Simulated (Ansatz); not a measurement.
**Run report: P, geometry relaxation**

System: P (Cmce, 4 atoms in the cell).
Method: DFT r2SCAN, scalar-relativistic, plane waves, PAW, no spin polarisation (Ansatz 0.2.0).

The structure derives from an entry of the Crystallography Open Database. Figures and captions count atoms from 1; the log counts them from 0 in places.

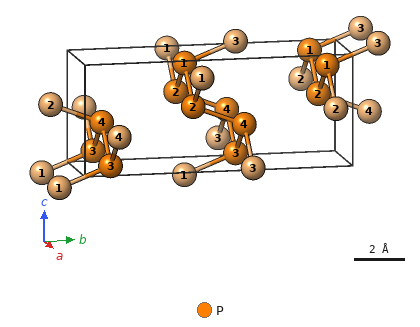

*The structure as given in the input (ball-and-stick view of the cell 2 times as large as that of the calculation, set on its symmetry axes, seen slightly off an axis; neighbours outside the cell are drawn fainter; atoms are numbered from 1 in the order of the input). An atom can appear more than once, as a periodic image.*

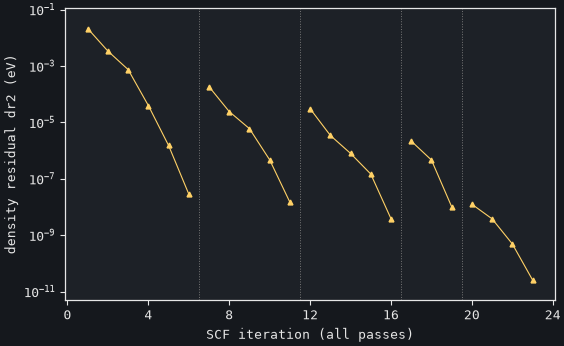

*Convergence of the self-consistent field: density residual dr2 against the SCF iteration. The dotted lines part the SCF passes of the relaxation: geometry steps, rejected trials and re-solves on a re-selected basis.*

The 5 passes take 3 to 6 iterations each, 23 in all.

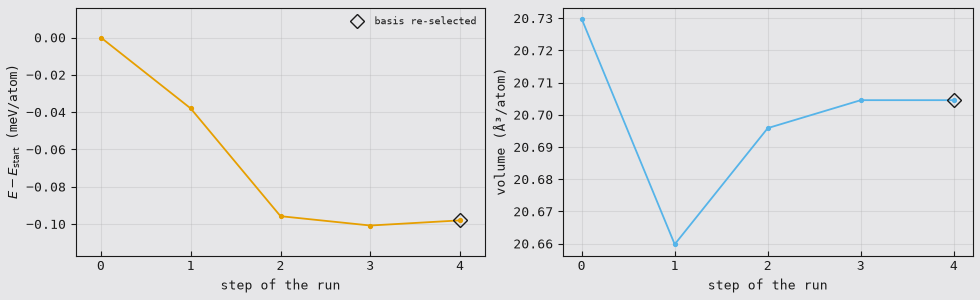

*Progress of the relaxation, step by step (the first geometry is step 0 here and step 1 in the log).*

Over 3 geometry steps the energy falls by 0.1 meV per atom. The largest force component goes from 0.027 to 0.0011 eV/Å. Pressure: −0.10 GPa at the start and 0.00 GPa at the end. The atoms keep their places relative to the cell (all moves are under 0.005 Å). Cell: a 3.306 → 3.300 Å (−0.2 %), b 10.998 → 11.020 Å (+0.2 %), c 4.561 → 4.555 Å (−0.1 %). Volume −0.1 %. The space group stays Cmce (No. 64). A last SCF at the same geometry on a re-selected plane-wave basis shifts the energy by +0.0 meV per atom.

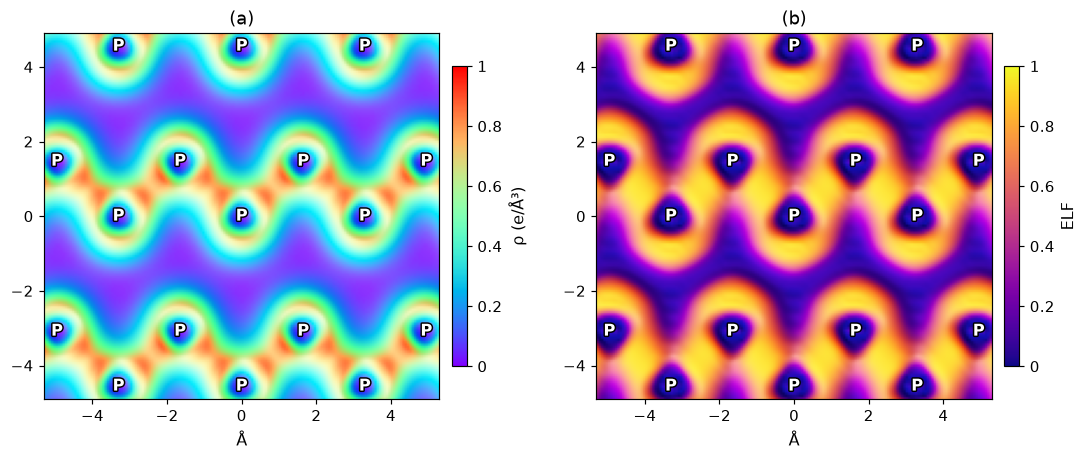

*(a) valence pseudo-density; (b) electron localisation function on the (010) plane of the conventional cell.*

Atoms in the plane: P. Away from the nuclei the density in this plane falls to 0.04 e/Å³ at its lowest. In a PAW calculation such maps are meaningful between the atoms, not at the nuclei.

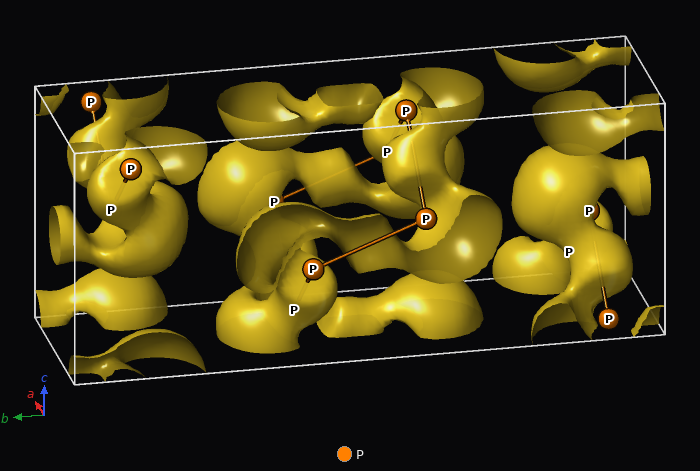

*Isosurface of the electron localisation function at 0.75 (yellow), seen at an oblique angle. Only the valence region is drawn (cores and ρ < 0.01 e/Å³ removed). Sticks mark near contacts. The outline is the cell set on symmetry axes.*

The ELF exceeds this value in sheets that run through the cell in two directions, counted in one cell of 8 atoms.  Values along the shortest contacts:

The input and output of the run follow.

### Input
```yaml
crystal:
  lattice:
    - [1.653008736, -5.4990761489, 0.0]
    - [1.653008736, 5.4990761489, 0.0]
    - [0.0, 0.0, 4.5610122732]
  atoms:
    - { symbol: P, position: [0.095393476, 0.904606524, 0.9113265895] }
    - { symbol: P, position: [0.595393476, 0.404606524, 0.5886734105] }
    - { symbol: P, position: [0.904606524, 0.095393476, 0.0886734105] }
    - { symbol: P, position: [0.404606524, 0.595393476, 0.4113265895] }
basis:
  ecutwfc: 500
kpoints:
  mp_grid: { grid: [12, 12, 8] }
hamiltonian:
  xc: r2scan
scf:
  occupations: { method: gaussian, width: 0.01 }
output:
  forces: true
  stress: true
  eigenvalues: true
  write_density: true
  write_potential: true
  elf: true
  volumetric_format: npy
relax:
  adjacent_minimum: "off"
  f_tol: 0.005
  max_steps: 80
  cell: { stress_tol: 0.05 }
```

Run as:
```bash
ansatz run input.yaml --threads 2 --pin off --max-ram 5120MiB --backend cpu --events-out ev --progress --plain --runs-dir out
```

### The program's output
```
Engine: ansatz 0.2.0, aarch64-unknown-linux-gnu
Pseudopotentials: kind: paw
Pseudopotential: P, paw, valence charge 5, recommended cutoff 500 eV (meta_gga), P.paw.azcp
Functional definition: r2SCAN
  parameter k0 = 0.174
  parameter k1 = 0.065
  parameter a1 = 4.9479
  exchange = r2scan_x(k0 = k0, k1 = k1, a1 = a1)
  correlation = r2scan_c
Crystal: 4 atoms, lattice volume = 82.919 Å³
Basis set: ecut = 500 eV, 2107 PW (Γ), exchange–correlation on 180×180×144 points (64 copies of the dense FFT grid, shifted against one another)
Bands: 14, of which v1, the nominal top of the filled ones, is band 10 counted from 1 (9 counted from 0)
Symmetry: 8 space group operations
Space group: Cmce (ITA 64), of the structure as read, at distance tolerance 4.4e-5 Å
k-points: 215 of 1152
Non-local potential: P, projectors of the file, l = 0: 2, l = 1: 2, l = 2: 2
PAW form: soft (Blöchl's): semilocal exchange-correlation on the pseudo side does not see the compensation charge
PAW frozen core: P, regenerated for the run's functional (the file was generated under x = pbe(κ = 0.804, μ = 0.2195149727645171), c = pbe(β = 0.06672455060314922))
PAW one-centre angular grid: P, 302 points (default); XC on 160 Gauss nodes
Initial density: superposition of atomic densities (neutral atoms: chi_scale 0, normalization atom), corrected by the library's trained network
Initial wavefunctions: pseudopotential atomic-orbital guess
Functional: x = r2scan, c = r2scan; τ floored in thin density (d = 2e-4 eV/Å³)
SCF iter   1: F=—  HF=-3036.628705 eV  |F-HF|=—  |Δ(HF+E_count)|=         —  Δρ=4.61e-3  dr2=2.14e-2  dr2_τ=3.22e-2  ethr=1.77e-3  ⟨swp⟩=8.0  Hψ=23127  notcnv=0
preconditioner: auto → none  [insulator: Δε(μ)=0.262 eV  Ē_g=9.429 eV  σ=0.010 eV  W_gap=1.00  n_scr=12 (ndim 8)  ℏωp=18.2 eV  f_vac=0.000  D(μ)=0.00/eV (n_scr^D=0)  ε∞_Penn≈4.7]
SCF iter   2: F=—  HF=-3036.657769 eV  |F-HF|=—  |Δ(HF+E_count)|=   2.91e-2  Δρ=2.23e-3  dr2=3.38e-3  dr2_τ=1.21e-4  ethr=1.07e-4  ⟨swp⟩=3.7  Hψ=8762  notcnv=0
SCF iter   3: F=—  HF=-3036.657665 eV  |F-HF|=—  |Δ(HF+E_count)|=   1.04e-4  Δρ=1.07e-3  dr2=7.47e-4  dr2_τ=2.09e-5  ethr=1.69e-5  ⟨swp⟩=3.0  Hψ=5968  notcnv=0
SCF iter   4: F=—  HF=-3036.657672 eV  |F-HF|=—  |Δ(HF+E_count)|=   6.77e-6  Δρ=2.56e-4  dr2=3.96e-5  dr2_τ=1.66e-6  ethr=3.74e-6  ⟨swp⟩=2.1  Hψ=5414  notcnv=0
SCF iter   5: F=—  HF=-3036.657696 eV  |F-HF|=—  |Δ(HF+E_count)|=   2.34e-5  Δρ=4.92e-5  dr2=1.52e-6  dr2_τ=5.75e-8  ethr=1.98e-7  ⟨swp⟩=2.7  Hψ=6137  notcnv=0
SCF iter   6: F=-3036.657697 eV  HF=-3036.657697 eV  |F-HF|=2.04e-8  |Δ(HF+E_count)|=   9.60e-7  Δρ=6.85e-6  dr2=2.86e-8  dr2_τ=1.05e-9  ethr=5.00e-10  ⟨swp⟩=11.3  Hψ=29424  notcnv=0
SCF 1 converged in 6 iterations: F = -3036.657697 eV  dr2 = 2.86e-8
  Residual-converged pass: ⟨swp⟩=1.2  Hψ=3935  notcnv=0  max |occ|·‖R‖ = 7.1e-9 eV (tolerance 1.0e-8 eV)  dr2=2.86e-8  dr2_τ=1.05e-9  dr2_onsite=6.37e-10  max |Δocc| = 1.3e-98
  greatest PAW one-centre occupation: 0.806 electrons in one spin orbital (limit 2), on the P atom at site 3 (counted from 0), in its partial waves of l = 0
relax step   1: F+E_penalty+E_count = -3036.65769657 eV  Δ(F+E_penalty+E_count) = +0.000e0 eV  max|allowed force component| = 2.679e-2 eV/Å  Δτ_max = 0.0000 Å  P = -0.101 GPa  Ω = 82.919 Å³  (6 SCF iters, dr2 threshold 1.00e-7 eV, accepted)
Crystal: 4 atoms, lattice volume = 82.639 Å³
Initial density: handed on by an earlier stage of this run
Initial wavefunctions: those handed on with the density
iter 1 solved again at ethr=9.13e-7 eV; its pass at ethr=3.10e-3 eV (dr2=1.83e-4 eV) is discarded
SCF iter   1: F=—  HF=-3036.657693 eV  |F-HF|=—  |Δ(HF+E_count)|=         —  Δρ=4.31e-4  dr2=1.85e-4  dr2_τ=4.57e-5  ethr=9.13e-7  ⟨swp⟩=3.0  Hψ=25529  notcnv=0
preconditioner: auto → none  [insulator: Δε(μ)=0.241 eV  Ē_g=9.439 eV  σ=0.010 eV  W_gap=1.00  n_scr=12 (ndim 8)  ℏωp=18.3 eV  f_vac=0.000  D(μ)=0.00/eV (n_scr^D=0)  ε∞_Penn≈4.7]
SCF iter   2: F=—  HF=-3036.657847 eV  |F-HF|=—  |Δ(HF+E_count)|=   1.53e-4  Δρ=1.87e-4  dr2=2.42e-5  dr2_τ=4.20e-7  ethr=9.13e-7  ⟨swp⟩=2.1  Hψ=5615  notcnv=0
SCF iter   3: F=—  HF=-3036.657849 eV  |F-HF|=—  |Δ(HF+E_count)|=   1.99e-6  Δρ=7.90e-5  dr2=6.00e-6  dr2_τ=1.03e-7  ethr=1.21e-7  ⟨swp⟩=2.2  Hψ=4743  notcnv=0
SCF iter   4: F=—  HF=-3036.657849 eV  |F-HF|=—  |Δ(HF+E_count)|=  6.11e-10  Δρ=2.52e-5  dr2=4.69e-7  dr2_τ=1.19e-8  ethr=3.00e-8  ⟨swp⟩=2.1  Hψ=4604  notcnv=0
SCF iter   5: F=-3036.657849 eV  HF=-3036.657849 eV  |F-HF|=1.39e-8  |Δ(HF+E_count)|=   1.18e-7  Δρ=6.24e-6  dr2=1.47e-8  dr2_τ=2.98e-10  ethr=2.00e-9  ⟨swp⟩=12.1  Hψ=26556  notcnv=0
SCF 2 converged in 5 iterations: F = -3036.657849 eV  dr2 = 1.47e-8
relax step   2: F+E_penalty+E_count = -3036.65784881 eV  Δ(F+E_penalty+E_count) = -1.522e-4 eV  max|allowed force component| = 4.317e-2 eV/Å  Δτ_max = 0.0032 Å  P = +0.072 GPa  Ω = 82.639 Å³  energy of the carried Pulay correction = +2.766e-5 eV  (5 SCF iters, dr2 threshold 4.00e-7 eV, accepted)
Crystal: 4 atoms, lattice volume = 82.784 Å³
iter 1 solved again at ethr=1.72e-7 eV; its pass at ethr=3.10e-3 eV (dr2=3.43e-5 eV) is discarded
SCF iter   1: F=—  HF=-3036.658045 eV  |F-HF|=—  |Δ(HF+E_count)|=         —  Δρ=1.74e-4  dr2=3.06e-5  dr2_τ=1.07e-5  ethr=1.72e-7  ⟨swp⟩=3.9  Hψ=25596  notcnv=0
preconditioner: auto → none  [insulator: Δε(μ)=0.251 eV  Ē_g=9.435 eV  σ=0.010 eV  W_gap=1.00  n_scr=12 (ndim 8)  ℏωp=18.3 eV  f_vac=0.000  D(μ)=0.00/eV (n_scr^D=0)  ε∞_Penn≈4.7]
SCF iter   2: F=—  HF=-3036.658079 eV  |F-HF|=—  |Δ(HF+E_count)|=   3.43e-5  Δρ=7.72e-5  dr2=3.45e-6  dr2_τ=8.10e-8  ethr=1.53e-7  ⟨swp⟩=2.1  Hψ=4765  notcnv=0
SCF iter   3: F=—  HF=-3036.658080 eV  |F-HF|=—  |Δ(HF+E_count)|=   9.84e-7  Δρ=3.13e-5  dr2=7.94e-7  dr2_τ=1.53e-8  ethr=1.72e-8  ⟨swp⟩=2.2  Hψ=4676  notcnv=0
SCF iter   4: F=—  HF=-3036.658080 eV  |F-HF|=—  |Δ(HF+E_count)|=   9.72e-8  Δρ=1.20e-5  dr2=1.47e-7  dr2_τ=2.82e-9  ethr=3.97e-9  ⟨swp⟩=2.2  Hψ=4865  notcnv=0
SCF iter   5: F=-3036.658080 eV  HF=-3036.658080 eV  |F-HF|=9.45e-10  |Δ(HF+E_count)|=   4.86e-9  Δρ=2.63e-6  dr2=3.82e-9  dr2_τ=4.47e-11  ethr=6.67e-10  ⟨swp⟩=11.4  Hψ=24586  notcnv=0
SCF 3 converged in 5 iterations: F = -3036.658080 eV  dr2 = 3.82e-9
relax step   3: F+E_penalty+E_count = -3036.65808022 eV  Δ(F+E_penalty+E_count) = -2.314e-4 eV  max|allowed force component| = 1.396e-2 eV/Å  Δτ_max = 0.0016 Å  P = -0.004 GPa  Ω = 82.784 Å³  energy of the carried Pulay correction = +1.339e-5 eV  (5 SCF iters, dr2 threshold 1.33e-7 eV, accepted)
Crystal: 4 atoms, lattice volume = 82.818 Å³
iter 1 solved again at ethr=7.17e-9 eV; its pass at ethr=3.10e-3 eV (dr2=1.43e-6 eV) is discarded
SCF iter   1: F=—  HF=-3036.658097 eV  |F-HF|=—  |Δ(HF+E_count)|=         —  Δρ=6.11e-5  dr2=2.17e-6  dr2_τ=2.21e-6  ethr=7.17e-9  ⟨swp⟩=3.8  Hψ=25841  notcnv=0
preconditioner: auto → none  [insulator: Δε(μ)=0.244 eV  Ē_g=9.436 eV  σ=0.010 eV  W_gap=1.00  n_scr=12 (ndim 8)  ℏωp=18.2 eV  f_vac=0.000  D(μ)=0.00/eV (n_scr^D=0)  ε∞_Penn≈4.7]
SCF iter   2: F=—  HF=-3036.658100 eV  |F-HF|=—  |Δ(HF+E_count)|=   3.26e-6  Δρ=3.01e-5  dr2=4.63e-7  dr2_τ=5.53e-9  ethr=7.17e-9  ⟨swp⟩=2.0  Hψ=5156  notcnv=0
SCF iter   3: F=-3036.658100 eV  HF=-3036.658100 eV  |F-HF|=3.15e-9  |Δ(HF+E_count)|=   3.91e-8  Δρ=2.81e-6  dr2=1.02e-8  dr2_τ=2.75e-10  ethr=6.89e-11  ⟨swp⟩=9.7  Hψ=26137  notcnv=0
SCF 4 converged in 3 iterations: F = -3036.658100 eV  dr2 = 1.02e-8
relax step   4: F+E_penalty+E_count = -3036.65810021 eV  Δ(F+E_penalty+E_count) = -1.999e-5 eV  max|allowed force component| = 1.083e-3 eV/Å  Δτ_max = 0.0005 Å  P = -0.003 GPa  Ω = 82.818 Å³  energy of the carried Pulay correction = +9.967e-6 eV  (3 SCF iters, dr2 threshold 1.38e-8 eV, accepted)
Initial wavefunctions: pseudopotential atomic-orbital guess (no wavefunctions were taken with the density)
iter 1 solved again at ethr=1.14e-6 eV; its pass at ethr=3.10e-3 eV (dr2=2.29e-4 eV) is discarded
SCF iter   1: F=—  HF=-3036.658080 eV  |F-HF|=—  |Δ(HF+E_count)|=         —  Δρ=3.73e-6  dr2=1.25e-8  dr2_τ=1.64e-9  ethr=1.14e-6  ⟨swp⟩=4.0  Hψ=32757  notcnv=0
eigensolver tolerance schedule: the retry pair's looser diagonalisation over-reported the residual by 18252.52 of it (diagonalisation noise at an unbounded share of the residual, at the tolerance the schedule requests for it); recorded, not acted on — ethr = c·dr2/N_el stays at c = 1.0e-1
SCF iter   2: F=—  HF=-3036.658089 eV  |F-HF|=—  |Δ(HF+E_count)|=   9.24e-6  Δρ=2.10e-6  dr2=3.79e-9  dr2_τ=2.13e-10  ethr=6.26e-11  ⟨swp⟩=4.3  Hψ=8339  notcnv=0
SCF iter   3: F=—  HF=-3036.658089 eV  |F-HF|=—  |Δ(HF+E_count)|=  3.04e-10  Δρ=1.25e-6  dr2=4.89e-10  dr2_τ=6.61e-11  ethr=1.90e-11  ⟨swp⟩=2.0  Hψ=4449  notcnv=0
SCF iter   4: F=-3036.658089 eV  HF=-3036.658089 eV  |F-HF|=1.00e-11  |Δ(HF+E_count)|=  9.61e-10  Δρ=2.11e-7  dr2=2.58e-11  dr2_τ=4.83e-12  ethr=1.00e-12  ⟨swp⟩=7.2  Hψ=21595  notcnv=0
SCF 5 converged in 4 iterations: F = -3036.658089 eV  dr2 = 2.58e-11
relax step   5: F+E_penalty+E_count = -3036.65808885 eV  Δ(F+E_penalty+E_count) = +1.136e-5 eV  max|allowed force component| = 1.117e-3 eV/Å  Δτ_max = 0.0000 Å  P = -0.003 GPa  Ω = 82.818 Å³  stress off target by 8.85e-3 GPa  SCF on the basis re-selected at this cell (its energy is not comparable with the rows above)  (4 SCF iters)
basis re-selected at this cell: Δ(F+E_penalty+E_count) = +1.136e-5 eV, ΔP = -0.000 GPa vs the last step (what re-selecting the basis moved, of the pressure what is left beyond the Pulay correction that the steps carried, after the strain that the cell walked since its last selection, with what the two solves' SCF thresholds leave and, on support functions, any second-order correction that the steps lacked; it is no measure of the basis error at this ecutwfc). This SCF's stress stands 8.85e-3 GPa from its target on what of the cell is left free (relax.cell.stress_tol is 5.00e-2 GPa) and its largest allowed force component is 1.12e-3 eV/Å (relax.f_tol is 5.00e-3 eV/Å): within both
SCF converged after 4 iterations
Free energy (F): -3036.658089 eV
Harris-Foulkes:  -3036.658089 eV  (|F-HF|=1.00e-11)
Internal energy: -3036.658089 eV  (E = F + TS)
E sigma→0 (E₀):  -3036.658089 eV
Fermi energy:    6.743075 eV
--- Per-component energies (eV) ---
  E_band       = -9.941584
  E_kinetic    = 279.272921
  E_local      = -345.352750  (includes V_loc(G=0)·N_el)
  E_nonlocal   = 133.177886
  E_hartree    = 100.849891
  E_xc         = -232.576152
  E_vxc        = -259.465032  (∫ρ·V_xc dr)
  E_paw        = -2303.040252  (= ΣΔE_a)
  E_vpaw       = -31.347192  (= ΣTr[D̂ρ^β])
  E_aug_tail   = 0.000002  (compensation charges beyond the density's cutoff)
  E_vtau       = 12.072778  (kinetic-family band-sum trace: ∫τ·v_τ [+ j·A + Jᵃ·Aᵃ] dr)
  E_ewald      = -668.626266
  E_core_change = -0.363369  (= ΣΔE_core)
  E_smearing   = -0.000000  (= −TS)
  E_closure    = 0.000000  (closes the sum)
  Σ components = -3036.658089   (vs F -3036.658089, Δ=0.00e0)
--- Forces (eV/Å), atoms counted from 1 ---
  atom   1  P      0.00000000     0.00034046    -0.00111717
  atom   2  P      0.00000000     0.00034046     0.00111717
  atom   3  P      0.00000000    -0.00034046     0.00111717
  atom   4  P      0.00000000    -0.00034046    -0.00111717
  max |Σ_I F_I| component: 6.94e-18 eV/Å
--- Stress (GPa, compression-positive) ---
       -0.008850       0.000000       0.000000
        0.000000      -0.001125      -0.000000
        0.000000      -0.000000      -0.000505
  P = ⅓ Tr σ = -0.0035 GPa (-0.035 kbar)
--- Band table (eV; the first three rows and the last of 215) ---
  k-point 0: bands = ["-9.9030", "-7.0524", "-3.5973", "-0.4028", "1.5104", "1.5622", "2.3666", "3.7602", "3.9370", "5.3980", "7.3219", "7.8937", "8.7799", "9.6105"]
  k-point 1: bands = ["-9.8200", "-7.1899", "-3.5870", "-0.5647", "1.2744", "1.8920", "2.4279", "3.8909", "4.2792", "4.8140", "7.8008", "8.1338", "8.6551", "9.5219"]
  k-point 2: bands = ["-9.5755", "-7.5739", "-3.4684", "-1.1183", "1.1943", "2.6044", "2.7401", "3.7463", "3.8377", "5.1557", "8.1128", "8.3301", "9.1667", "9.3892"]
  k-point 214: bands = ["-8.6223", "-8.6223", "-3.0716", "-3.0716", "3.1681", "3.1681", "3.6846", "3.6846", "4.5952", "4.5952", "8.2720", "8.2720", "9.4538", "9.4538"]
--- Relaxed structure (4 steps of the walk, 4 accepted, 1 SCFs on fresh bases) ---
  F+E_penalty+E_count = -3036.65808885 eV   max|allowed force component| = 1.117e-3 eV/Å   (the final SCF, on the basis selected at the relaxed cell)
  cell:  # Å, volume = 82.8183 Å³
    - [1.6498005294159825, -5.509954544250286, 0.0]
    - [1.6498005294159825, 5.509954544250286, 0.0]
    - [0.0, 0.0, 4.55529685825816]
  atoms:
    - { symbol: P, position: [0.09542821459599804, 0.904571785404002, 0.9115553313994768] }
    - { symbol: P, position: [0.5954282145959979, 0.404571785404002, 0.5884446686005235] }
    - { symbol: P, position: [0.904571785404002, 0.09542821459599804, 0.08844466860052341] }
    - { symbol: P, position: [0.404571785404002, 0.5954282145959979, 0.4115553313994766] }
```

### Trajectory as extended XYZ (Å, eV, eV/Å), 5 frames, from step=1 to step=5
```
4
Lattice="1.6530 -5.4991 0.0000 1.6530 5.4991 0.0000 0.0000 0.0000 4.5610" Properties=species:S:1:pos:R:3:forces:R:3 step=1 energy=-3036.65770 pressure_GPa=-0.10
P     1.6530    4.4499    4.1566    0.0000  -0.0268  -0.0121
P     1.6530   -1.0492    2.6849    0.0000  -0.0268   0.0121
P     1.6530   -4.4499    0.4044    0.0000   0.0268   0.0121
P     1.6530    1.0492    1.8761    0.0000   0.0268  -0.0121
4
Lattice="1.6475 -5.5064 0.0000 1.6475 5.5064 0.0000 0.0000 0.0000 4.5548" Properties=species:S:1:pos:R:3:forces:R:3 step=2 energy=-3036.65785 pressure_GPa=0.07
P     1.6475    4.4550    4.1540    0.0000  -0.0124  -0.0432
P     1.6475   -1.0514    2.6782    0.0000  -0.0124   0.0432
P     1.6475   -4.4550    0.4008    0.0000   0.0124   0.0432
P     1.6475    1.0514    1.8766    0.0000   0.0124  -0.0432
4
Lattice="1.6500 -5.5075 0.0000 1.6500 5.5075 0.0000 0.0000 0.0000 4.5550" Properties=species:S:1:pos:R:3:forces:R:3 step=3 energy=-3036.65808 pressure_GPa=-0.00
P     1.6500    4.4563    4.1526    0.0000  -0.0079  -0.0140
P     1.6500   -1.0512    2.6798    0.0000  -0.0079   0.0140
P     1.6500   -4.4563    0.4024    0.0000   0.0079   0.0140
P     1.6500    1.0512    1.8751    0.0000   0.0079  -0.0140
4
Lattice="1.6498 -5.5100 0.0000 1.6498 5.5100 0.0000 0.0000 0.0000 4.5553" Properties=species:S:1:pos:R:3:forces:R:3 step=4 energy=-3036.65810 pressure_GPa=-0.00
P     1.6498    4.4583    4.1524    0.0000   0.0003  -0.0011
P     1.6498   -1.0516    2.6805    0.0000   0.0003   0.0011
P     1.6498   -4.4583    0.4029    0.0000  -0.0003   0.0011
P     1.6498    1.0516    1.8748    0.0000  -0.0003  -0.0011
4
Lattice="1.6498 -5.5100 0.0000 1.6498 5.5100 0.0000 0.0000 0.0000 4.5553" Properties=species:S:1:pos:R:3:forces:R:3 step=5 energy=-3036.65809 pressure_GPa=-0.00
P     1.6498    4.4583    4.1524    0.0000   0.0003  -0.0011
P     1.6498   -1.0516    2.6805    0.0000   0.0003   0.0011
P     1.6498   -4.4583    0.4029    0.0000  -0.0003   0.0011
P     1.6498    1.0516    1.8748    0.0000  -0.0003  -0.0011
```

### Key numbers

| quantity | value |
| --- | --- |
| outcome | converged |
| space group (tolerance 0.01 Å) | Cmce (64) |
| electrons treated | 20 |
| free energy | −3036.6581 eV |
| Fermi energy | 6.743 eV |
| gap on the k-point mesh | 0.24 eV |
| pressure | 0.00 GPa |
| final volume | 82.82 Å³ |
| largest force (length of the vector) at the end | 0.001 eV/Å |
| final cell | a = 5.752 Å, b = 5.752 Å, c = 4.555 Å, α = 90.00°, β = 90.00°, γ = 146.66° |
| hardware | 2 threads of Arm Neoverse V2, 24 GiB of memory available, shared host |
| wall time | 84 s (CPU time 2.8 min) |
| peak memory | 0.91 GiB |
